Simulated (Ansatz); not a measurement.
## Run report: SiC, geometry relaxation (part 3 of 3)

Continued. System: SiC (slab, 20 atoms in the cell). Method: DFT r2SCAN, scalar-relativistic, plane waves, PAW, no spin polarisation (Ansatz 0.2.0); cutoff 500 eV, 5×6×1 k-mesh, Gaussian smearing of 0.05 eV. The structure derives from an entry of the Crystallography Open Database. The input holds or restrains some coordinates. Forces given for the steps count only the free coordinates. It belongs to a series of runs on one base structure; here: upper atoms moved at random (sigma 0.25 Å), then relaxed.

Geometry of the input (Å; fractional positions):
```
6.1607  0.0000  0.0000
0.0000  4.3563  0.0000
0.0000  0.0000  21.1607
Si 0.2500  0.5000  0.3544
Si 0.7500  0.5000  0.3544
C  0.5000  0.2500  0.3544
C  0.0000  0.2500  0.3544
Si 0.5000  0.0000  0.4272
Si 0.0000  0.0000  0.4272
C  0.7500  0.7500  0.4272
C  0.2500  0.7500  0.4272
Si 0.7557  0.4956  0.5012
Si 0.2555  0.4873  0.4970
C  -0.0111  0.2434  0.5014
C  0.4926  0.2425  0.5020
Si -0.0682  0.0568  0.5718
Si 0.4808  0.0410  0.5895
C  0.2683  0.8258  0.5695
C  0.7116  0.7468  0.5814
Si 0.2467  0.4471  0.6173
Si 0.7241  0.4186  0.6567
C  0.4677  0.3536  0.6433
C  0.0109  0.1829  0.6454
```

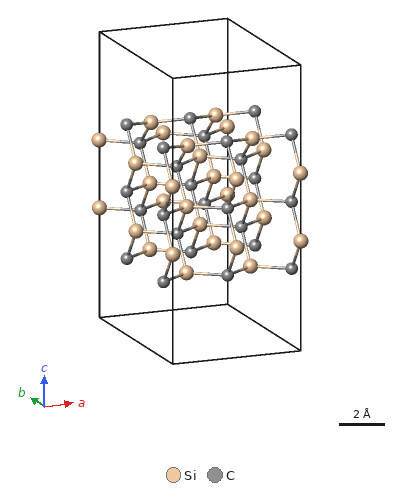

**Figure 1.** The geometry at step 4 of the log (ball-and-stick view of the 1 × 2 repeat of the cell, with the vacuum cut short, seen slightly off an axis).

## Log, continued
```
SCF iter   1: F=—  HF=-8901.159142 eV  |F-HF|=—  |Δ(HF+E_count)|=         —  Δρ=1.26e-6  dr2=2.82e-8  dr2_τ=4.51e-10  ethr=3.52e-11  p=-0.025 e·Å  D=-7.96e-3 V/Å  ΔV_dip=0.17 eV  dr2_dipole=1.02e-8  V_vac-E_F(+/−)=5.20/5.03 eV  ⟨swp⟩=1.1  Hψ=2564  notcnv=0
efield: sawtooth ramp at fractional position 0.9856 (kept from the solve that this one continues, or follows in the run), width 0.0400; the density the first Hamiltonian is built on has a dipole p = -0.025 e·Å; the dipole correction subtracts the counter field D = -7.96e-3 V/Å, which shifts the + side's vacuum level by +0.17 eV against the − side's; the planar-averaged density in the ramp window peaks in size at 1.1e-7 e/Å³
preconditioner: auto → LDOS  [insulator: Δε(μ)=0.119 eV  Ē_g=11.358 eV  σ=0.050 eV  W_gap=0.90  n_scr=72 (ndim 8)  ℏωp=13.9 eV  f_vac=0.538  D(μ)=0.54/eV (n_scr^D=2)  ε∞_Penn≈2.5  β→1.0]
SCF iter   2: F=-8901.159142 eV  HF=-8901.159142 eV  |F-HF|=5.02e-9  |Δ(HF+E_count)|=   2.93e-9  Δρ=5.82e-7  dr2=5.40e-9  dr2_τ=2.13e-10  ethr=3.52e-11  p=-0.025 e·Å  D=-7.97e-3 V/Å  ΔV_dip=0.17 eV  dr2_dipole=1.67e-9  V_vac-E_F(+/−)=5.20/5.03 eV  ⟨swp⟩=13.2  Hψ=7367  notcnv=0
SCF 7 converged in 2 iterations: F = -8901.159142 eV  dr2 = 5.40e-9
WARN: The output density's exchange-correlation potential varies sharply where the density is thin. Do not read a vacuum level from v_tot or v_xc, or from such a field of the output density. On a cell that repeats whose density bears no net charge and no dipole along the vacuum's axis use v_es (v_loc + v_h of the components); under efield.dipole_correction with no amplitude use v_es + v_field, which holds any external_charges[].barrier, or the levels of the report's work_function block, which leave it out; under a non-zero efield.amplitude the vacuum is tilted and has no level; on a cell that repeats and bears such a dipole with no correction it is tilted too, and efield.dipole_correction with no amplitude gives each side of its ramp a level where efield: is served; in a cell that repeats whose density bears a net charge (total_charge, or a fill off its count) it is curved and has none; of a slab under crystal.periodic whose density bears no net charge use v_es, which has a level on each side, short of where the two are joined; of another it falls or rises all the way out and has none; of a slab beside external_charges read slab_vacuum_level instead, which it has where they leave it neutral. The grid or the basis barely resolves most such structure, and the values can differ between equally converged runs; as a rule a tighter scf.convergence.dr2_threshold does not remove it. Where the density itself ripples (under the LDA too) a higher basis.ecutwfc lessens it. The files hold the spikes' plane waves up to the density's cutoff. Files: v_tot_of_output_density and the like, and their columns of v_z.tsv (output.write_potential); v_xc_of_output_density and the like, and their columns of v_comp_z.tsv (output.write_potential_components). Measured: with its Gaussian average of σ = 0.25 Å subtracted twice, the exchange-correlation potential is over 0.1 eV at 430 of the grid points where the equally averaged density (valence and model cores) is under 1e-3 e/Å³, and 0.228 eV at the most among them, at an averaged density of 8.3e-4 e/Å³. The input density's (outcome.potential() and, of a run that writes arrays, v_tot and v_xc) is over 0.1 eV, so measured, at 375 points of its own thin density, 0.369 eV at the most. See output.write_potential in the manual, Limitations
SCF converged after 2 iterations
Free energy (F): -8901.159142 eV
Harris-Foulkes:  -8901.159142 eV  (|F-HF|=5.02e-9)
Internal energy: -8901.158462 eV  (E = F + TS)
E sigma→0 (E₀):  -8901.158802 eV
Entropy (-TS):   -0.000679 eV (-0.034 meV/atom)
Fermi energy:    0.480971 eV
Dipole field:    D = -0.008001 V/Å  (p = -0.025110 e·Å, saw-weighted, corrected)
Work function:   Φ+ = 5.2004 eV   Φ− = 5.0311 eV
Levels:          The Fermi level and band energies are counted from a zero that moves with the ramp; work functions are not
--- Per-component energies (eV) ---
  E_band       = -498.191823
  E_kinetic    = 1331.831358
  E_local      = -32270.662186  (includes V_loc(G=0)·N_el)
  E_nonlocal   = 504.212394
  E_hartree    = 15568.835650
  E_xc         = -1000.073242
  E_vxc        = -1169.446230  (∫ρ·V_xc dr)
  E_paw        = -6200.449798  (= ΣΔE_a)
  E_vpaw       = -88.445990  (= ΣTr[D̂ρ^β])
  E_aug_tail   = 0.000083  (compensation charges beyond the density's cutoff)
  E_vtau       = 56.733493  (kinetic-family band-sum trace: ∫τ·v_τ [+ j·A + Jᵃ·Aᵃ] dr)
  E_efield     = 0.000100  (sawtooth field / dipole correction)
  E_vefield    = -0.086262  (∫n·V_field dr)
  E_ewald      = 13166.159246
  E_core_change = -1.012067  (= ΣΔE_core)
  E_smearing   = -0.000679  (= −TS)
  E_closure    = 0.000000  (closes the sum)
  Σ components = -8901.159142   (vs F -8901.159142, Δ=0.00e0)
--- Forces (eV/Å), atoms counted from 1 ---
  atom   1  Si    -0.00008874    -3.24805538     1.88942139
  atom   2  Si    -0.00010806    -3.24805301     1.88944875
  atom   3  C      0.00007871     2.10457558    -0.55346587
  atom   4  C      0.00008590     2.10455920    -0.55343777
  atom   5  Si    -0.00031250     0.32021244    -0.91643360
  atom   6  Si    -0.00034909     0.32020180    -0.91644455
  atom   7  C     -0.00027954     0.82321374    -0.41911644
  atom   8  C     -0.00029642     0.82327107    -0.41924526
  atom   9  Si     0.00000001     0.00271068     0.00199091
  atom  10  Si     0.00003138     0.00251922     0.00211915
  atom  11  C      0.00017822    -0.00022302    -0.00290271
  atom  12  C      0.00033459    -0.00039744    -0.00274187
  atom  13  Si     0.00011912    -0.00257646     0.00413085
  atom  14  Si    -0.00009646    -0.00268473     0.00366696
  atom  15  C     -0.00007878    -0.00033395    -0.00263426
  atom  16  C     -0.00014497    -0.00070557    -0.00280091
  atom  17  Si     0.00057789    -0.00029391     0.00018216
  atom  18  Si     0.00037041     0.00006643     0.00022061
  atom  19  C      0.00016494     0.00089626    -0.00063941
  atom  20  C     -0.00018363     0.00109942    -0.00121704
  max |Σ_I F_I| component: 1.01e-4 eV/Å
--- Band table (eV; the first three rows and the last of 16) ---
  k-point 0: bands = ["-16.3165", "-15.0553", "-13.3518", "-13.1122", "-13.0749", "-12.3982", "-11.8910", "-11.6690", "-11.2814", "-10.8345", "-8.2507", "-8.1307", "-7.4399", "-7.2109", "-7.1815", "-6.5645", "-6.5516", "-5.8989", "-5.5628", "-5.0606", "-4.9177", "-4.4855", "-4.2969", "-3.9606", "-3.6684", "-3.5917", "-3.4981", "-3.2439", "-2.9626", "-2.9016", "-2.8175", "-2.7525", "-2.7173", "-1.6753", "-0.8842", "-0.5966", "-0.4247", "-0.3237", "-0.1567", "0.2530", "0.5340", "0.6590", "1.6285", "2.1775", "2.2855", "3.4499", "3.6195", "3.7937", "4.5547", "5.0012", "5.0254", "5.7323", "5.7687", "5.8011", "6.1997", "6.2507", "6.9005", "6.9775", "7.1636", "7.3551"]
  k-point 1: bands = ["-16.1324", "-14.8893", "-13.2428", "-13.0104", "-13.0037", "-12.3137", "-12.2617", "-11.8128", "-11.7319", "-10.7789", "-8.0390", "-7.8392", "-7.7934", "-7.5259", "-7.4189", "-7.2682", "-7.0678", "-6.6652", "-4.7772", "-4.6225", "-4.3214", "-4.2910", "-4.1960", "-4.0887", "-3.8698", "-3.7300", "-3.5277", "-3.3568", "-2.7227", "-2.7125", "-2.6213", "-2.5051", "-2.3297", "-1.6835", "-1.0756", "-0.7247", "-0.5174", "-0.4169", "-0.1768", "0.3275", "0.6386", "1.0033", "1.6536", "2.4262", "3.0915", "3.3626", "3.6553", "4.0607", "4.4088", "5.2073", "5.3110", "5.9288", "5.9950", "6.2810", "6.3042", "6.3095", "6.7385", "6.8815", "7.0440", "7.4360"]
  k-point 2: bands = ["-15.5881", "-14.4139", "-13.5148", "-12.9868", "-12.9620", "-12.7748", "-12.3831", "-12.1228", "-11.6411", "-10.6514", "-8.8510", "-8.3876", "-7.9892", "-7.9499", "-7.8416", "-7.6905", "-7.4297", "-6.0805", "-5.3808", "-4.7424", "-4.6052", "-4.3607", "-4.1801", "-3.7316", "-3.1622", "-3.1269", "-3.0501", "-2.6587", "-2.5793", "-2.5072", "-2.4339", "-2.2728", "-2.0776", "-1.8129", "-1.5704", "-0.8441", "-0.6947", "-0.2811", "-0.0485", "0.4065", "0.8145", "1.3547", "1.7626", "2.8000", "3.5515", "4.2779", "4.6783", "4.7938", "5.2640", "5.4025", "5.7225", "6.2205", "6.2715", "6.3073", "6.5493", "6.6498", "6.9857", "7.2660", "7.4647", "7.7328"]
  k-point 15: bands = ["-15.6027", "-14.9599", "-14.3755", "-13.7587", "-12.5374", "-12.0404", "-11.9845", "-11.8443", "-11.3825", "-11.0902", "-8.0390", "-7.6410", "-7.5163", "-7.4345", "-6.7641", "-6.5283", "-5.9029", "-5.3839", "-5.3018", "-5.0430", "-5.0414", "-4.7686", "-4.4332", "-4.2759", "-4.1533", "-3.6958", "-3.5876", "-3.5015", "-3.2489", "-3.0841", "-3.0737", "-2.7656", "-2.3894", "-2.2600", "-2.1994", "-1.9019", "-0.6740", "-0.5584", "-0.2017", "-0.1841", "1.3218", "1.5195", "2.2888", "2.8887", "3.8336", "4.1789", "4.3012", "4.6644", "5.2880", "5.3507", "5.5711", "5.9820", "6.0168", "6.3457", "6.5969", "6.7480", "6.9030", "7.0269", "7.2114", "7.3690"]
--- Relaxed structure (6 steps of the walk, 6 accepted, 0 SCFs on fresh bases) ---
  F+E_penalty+E_count = -8901.15914153 eV   max|allowed force component| = 4.119e-3 eV/Å
  atoms:
    - { symbol: Si, position: [0.24999999999999997, 0.5, 0.3544302111] }
    - { symbol: Si, position: [0.7499999999999999, 0.5, 0.3544302111] }
    - { symbol: C, position: [0.49999999999999994, 0.25, 0.3544302111] }
    - { symbol: C, position: [0.0, 0.25, 0.3544302111] }
    - { symbol: Si, position: [0.49999999999999994, 0.0, 0.4272151056] }
    - { symbol: Si, position: [0.0, 0.0, 0.4272151056] }
    - { symbol: C, position: [0.7499999999999999, 0.7500000000000001, 0.4272151056] }
    - { symbol: C, position: [0.24999999999999997, 0.7500000000000001, 0.4272151056] }
    - { symbol: Si, position: [0.74998415078034, 0.49168121746457344, 0.49921943421068565] }
    - { symbol: Si, position: [0.2499843563162898, 0.49168245852165127, 0.4992188226630886] }
    - { symbol: C, position: [-1.6171824407346813e-5, 0.24367702084577134, 0.5006532170005888] }
    - { symbol: C, position: [0.499982776195721, 0.24367751851807185, 0.5006529207343292] }
    - { symbol: Si, position: [-2.4620853878755393e-5, -0.0034536874144992834, 0.5755882464979019] }
    - { symbol: Si, position: [0.49997514986150954, -0.0034540794780593387, 0.5755890685705036] }
    - { symbol: C, position: [0.24997487831536566, 0.7518248158961731, 0.5733371430999319] }
    - { symbol: C, position: [0.74997658221986, 0.7518270909112839, 0.5733384270283232] }
    - { symbol: Si, position: [0.2499609404772925, 0.4470557228524671, 0.6341463488333328] }
    - { symbol: Si, position: [0.7499657185595883, 0.447047838888032, 0.6341464946771777] }
    - { symbol: C, position: [0.4999626232478891, 0.25341789623141725, 0.6454405669761214] }
    - { symbol: C, position: [-3.3705849591031116e-5, 0.25340660053808955, 0.645443648385583] }
```

## Trajectory as extended XYZ (Å, eV, eV/Å), 6 frames, from step=1 to step=6
```
20
Lattice="6.1607 0.0000 0.0000 0.0000 4.3563 0.0000 0.0000 0.0000 21.1607" Properties=species:S:1:pos:R:3:forces:R:3 step=1 energy=-8892.41813
Si    1.5402    2.1781    7.5000   -0.0406  -3.1662   1.7774
Si    4.6205    2.1781    7.5000    0.0361  -3.1702   1.9782
C     3.0804    1.0891    7.5000   -0.0458   2.0738  -0.4225
C     0.0000    1.0891    7.5000    0.0272   2.0237  -0.3890
Si    3.0804    0.0000    9.0402    0.0651   0.3419  -0.0905
Si    0.0000    0.0000    9.0402   -0.3494   0.1589  -1.2558
C     4.6205    3.2672    9.0402    0.2040   0.9191  -0.0911
C     1.5402    3.2672    9.0402   -0.2281   0.8399  -0.9028
Si    4.6554    2.1588   10.6066   -3.4484   1.3598   0.1709
Si    1.5740    2.1229   10.5177   -0.3438   1.6125   0.6098
C    -0.0685    1.0604   10.6108    1.1631   2.0645  -2.2828
C     3.0349    1.0566   10.6220    1.7989   0.4539  -0.1457
Si   -0.4202    0.2476   12.1006    1.6444  -5.4042   1.1157
Si    2.9621    0.1787   12.4746    4.1859  -1.1667  -3.0191
C     1.6527    3.5974   12.0509   -6.7750  -6.1060  -0.3683
C     4.3840    3.2533   12.3037    2.3652   1.0263  -0.4616
Si    1.5196    1.9478   13.0615  -10.5908   5.1634  -0.8633
Si    4.4608    1.8236   13.8957    5.9904   2.3441  -1.9773
C     2.8816    1.5404   13.6120    5.2698  -5.3708   4.4402
C     0.0669    0.7969   13.6572   -0.9284   4.0024   2.1778
20
Lattice="6.1607 0.0000 0.0000 0.0000 4.3563 0.0000 0.0000 0.0000 21.1607" Properties=species:S:1:pos:R:3:forces:R:3 step=2 energy=-8897.86166
Si    1.5402    2.1781    7.5000   -0.0408  -3.1932   1.8623
Si    4.6205    2.1781    7.5000    0.0075  -3.1844   2.0206
C     3.0804    1.0891    7.5000   -0.0279   2.1492  -0.5431
C     0.0000    1.0891    7.5000    0.0413   2.0819  -0.5180
Si    3.0804    0.0000    9.0402   -0.0007   0.4000  -0.4361
Si    0.0000    0.0000    9.0402   -0.3254   0.4452  -0.8459
C     4.6205    3.2672    9.0402   -0.0576   1.0288  -0.2726
C     1.5402    3.2672    9.0402   -0.1236   1.0622  -0.8678
Si    4.5923    2.1788   10.6060   -1.4220   0.5908   0.3158
Si    1.5663    2.1567   10.5410   -0.8251   0.9177   0.5563
C    -0.0723    1.1079   10.5991    0.7901   0.8573  -1.0595
C     3.0375    1.0766   10.5957    0.7887  -0.1462   0.4153
Si   -0.2574    0.1485   12.1118    1.9968  -3.7329   0.7006
Si    2.9461    0.1018   12.3693    2.7944  -0.9077  -2.1530
C     1.5399    3.4504   12.1075   -4.0065  -2.7788  -0.4226
C     4.4759    3.2920   12.2480    0.9149   0.2006  -0.0317
Si    1.4545    1.9331   13.2029   -4.7648   3.0977   0.9289
Si    4.5626    1.8762   13.7406    2.8843   1.7107  -2.4432
C     2.9402    1.4360   13.6161    2.5739  -3.7716   1.8926
C     0.0176    0.8677   13.7189   -1.1981   3.1749   0.8963
20
Lattice="6.1607 0.0000 0.0000 0.0000 4.3563 0.0000 0.0000 0.0000 21.1607" Properties=species:S:1:pos:R:3:forces:R:3 step=3 energy=-8900.60350
Si    1.5402    2.1781    7.5000   -0.0252  -3.2557   1.8620
Si    4.6205    2.1781    7.5000   -0.0574  -3.2439   1.9982
C     3.0804    1.0891    7.5000    0.0078   2.1385  -0.5811
C     0.0000    1.0891    7.5000    0.0583   2.0942  -0.5580
Si    3.0804    0.0000    9.0402   -0.0375   0.5626  -0.7390
Si    0.0000    0.0000    9.0402   -0.2935   0.6470  -0.7220
C     4.6205    3.2672    9.0402   -0.1808   0.9525  -0.0804
C     1.5402    3.2672    9.0402   -0.0611   1.0612  -0.5204
Si    4.5621    2.1815   10.6197   -0.0612  -0.0313  -0.2534
Si    1.5349    2.1784   10.5683   -0.6958  -0.1417  -0.0499
C    -0.0626    1.1121   10.5999    0.5068  -0.0493  -0.1271
C     3.0386    1.0779   10.6019    0.1117  -0.2108   0.3273
Si   -0.1106    0.0235   12.1365    0.0294  -0.0676   0.5820
Si    2.9722    0.0357   12.2622    1.1153   0.1946  -0.4355
C     1.4475    3.3675   12.1178   -0.4107  -1.0679  -0.0452
C     4.5298    3.2990   12.2199    0.3429  -0.0266  -0.2061
Si    1.4063    1.9873   13.3469   -0.2290   0.5290   0.8755
Si    4.6150    1.9459   13.5673   -0.5900   0.8471  -1.3403
C     2.9834    1.3202   13.6153    0.2731  -1.7515   0.4126
C    -0.0539    1.0094   13.7367    0.1965   0.8187  -0.4040
20
Lattice="6.1607 0.0000 0.0000 0.0000 4.3563 0.0000 0.0000 0.0000 21.1607" Properties=species:S:1:pos:R:3:forces:R:3 step=4 energy=-8901.14211
Si    1.5402    2.1781    7.5000   -0.0097  -3.2489   1.8792
Si    4.6205    2.1781    7.5000   -0.0121  -3.2465   1.9057
C     3.0804    1.0891    7.5000    0.0048   2.1095  -0.5524
C     0.0000    1.0891    7.5000    0.0137   2.1007  -0.5505
Si    3.0804    0.0000    9.0402   -0.0145   0.3840  -0.8332
Si    0.0000    0.0000    9.0402   -0.0633   0.3845  -0.8658
C     4.6205    3.2672    9.0402   -0.0440   0.8398  -0.3481
C     1.5402    3.2672    9.0402   -0.0175   0.8695  -0.4391
Si    4.6067    2.1473   10.5728   -0.0035   0.0368   0.0351
Si    1.5347    2.1481   10.5626   -0.0667  -0.0227   0.1201
C    -0.0133    1.0722   10.5953    0.0743  -0.0518  -0.0391
C     3.0693    1.0630   10.6009    0.0373  -0.0537  -0.0173
Si   -0.0203   -0.0033   12.1737    0.0248   0.0104   0.2158
Si    3.0615   -0.0122   12.2002    0.1040   0.1302  -0.0831
C     1.5177    3.2905   12.1351    0.0246  -0.1464  -0.0733
C     4.6075    3.2796   12.1551   -0.0167  -0.0030  -0.1579
Si    1.5134    1.9633   13.4190   -0.0146  -0.0571   0.0854
Si    4.6174    1.9501   13.4466   -0.0950   0.0683  -0.1699
C     3.0593    1.1393   13.6545    0.0450  -0.2335   0.0621
C    -0.0120    1.0894   13.6848    0.0286   0.1301  -0.1707
20
Lattice="6.1607 0.0000 0.0000 0.0000 4.3563 0.0000 0.0000 0.0000 21.1607" Properties=species:S:1:pos:R:3:forces:R:3 step=5 energy=-8901.15902
Si    1.5402    2.1781    7.5000   -0.0010  -3.2482   1.8895
Si    4.6205    2.1781    7.5000   -0.0012  -3.2481   1.8899
C     3.0804    1.0891    7.5000    0.0009   2.1053  -0.5552
C     0.0000    1.0891    7.5000    0.0010   2.1051  -0.5548
Si    3.0804    0.0000    9.0402   -0.0033   0.3167  -0.9204
Si    0.0000    0.0000    9.0402   -0.0043   0.3167  -0.9207
C     4.6205    3.2672    9.0402   -0.0033   0.8267  -0.4210
C     1.5402    3.2672    9.0402   -0.0035   0.8268  -0.4221
Si    4.6193    2.1422   10.5638    0.0016   0.0026   0.0007
Si    1.5390    2.1421   10.5636    0.0020   0.0031   0.0009
C    -0.0012    1.0617   10.5933    0.0012   0.0056   0.0316
C     3.0793    1.0616   10.5933   -0.0005   0.0037   0.0342
Si   -0.0019   -0.0139   12.1814    0.0005  -0.0009  -0.0268
Si    3.0785   -0.0140   12.1818    0.0012   0.0006  -0.0331
C     1.5382    3.2763   12.1320    0.0015  -0.0089   0.0138
C     4.6187    3.2763   12.1324    0.0014  -0.0091   0.0109
Si    1.5376    1.9492   13.4197    0.0039  -0.0081  -0.0039
Si    4.6185    1.9492   13.4202   -0.0016  -0.0094  -0.0080
C     3.0780    1.1053   13.6590    0.0021   0.0083   0.0001
C    -0.0023    1.1045   13.6597    0.0011   0.0117  -0.0057
20
Lattice="6.1607 0.0000 0.0000 0.0000 4.3563 0.0000 0.0000 0.0000 21.1607" Properties=species:S:1:pos:R:3:forces:R:3 step=6 energy=-8901.15914
Si    1.5402    2.1781    7.5000   -0.0001  -3.2480   1.8894
Si    4.6205    2.1781    7.5000   -0.0001  -3.2480   1.8894
C     3.0804    1.0891    7.5000    0.0001   2.1046  -0.5535
C     0.0000    1.0891    7.5000    0.0001   2.1045  -0.5534
Si    3.0804    0.0000    9.0402   -0.0003   0.3202  -0.9165
Si    0.0000    0.0000    9.0402   -0.0003   0.3202  -0.9165
C     4.6205    3.2672    9.0402   -0.0003   0.8232  -0.4191
C     1.5402    3.2672    9.0402   -0.0003   0.8233  -0.4192
Si    4.6204    2.1419   10.5638    0.0000   0.0027   0.0019
Si    1.5401    2.1419   10.5638    0.0000   0.0025   0.0021
C    -0.0001    1.0615   10.5942    0.0002  -0.0003  -0.0028
C     3.0803    1.0615   10.5942    0.0003  -0.0004  -0.0027
Si   -0.0002   -0.0150   12.1799    0.0001  -0.0025   0.0041
Si    3.0802   -0.0150   12.1799   -0.0001  -0.0026   0.0037
C     1.5400    3.2752   12.1322   -0.0001  -0.0003  -0.0026
C     4.6204    3.2752   12.1323   -0.0001  -0.0007  -0.0028
Si    1.5399    1.9475   13.4190    0.0006  -0.0003   0.0002
Si    4.6203    1.9475   13.4190    0.0004   0.0000   0.0002
C     3.0801    1.1040   13.6580    0.0002   0.0009  -0.0007
C    -0.0002    1.1039   13.6581   -0.0002   0.0011  -0.0013
```

## Summary

| quantity | value |
| --- | --- |
| outcome | converged under the restraints of the input |
| electrons treated | 80 |
| free energy | −8901.1591 eV |
| work function, top face | 5.20 eV |
| work function, bottom face | 5.03 eV |
| Fermi energy | 0.481 eV |
| gap on the k-point mesh | 0.12 eV |
| final volume | 567.91 Å³ |
| work function (upper face) | 5.20 eV |
| largest force (length of the vector) at the end, held atoms and coordinates included | 3.758 eV/Å |
| hardware | 4 threads of Intel Xeon @ 2.50GHz (Skylake/Cascade Lake), 192 GiB of memory available, shared host |
| wall time | 5.8 min (CPU time 22 min) |
| peak memory | 2.4 GiB |

Warnings of the run: the exchange-correlation potential is rough where the density is thin.
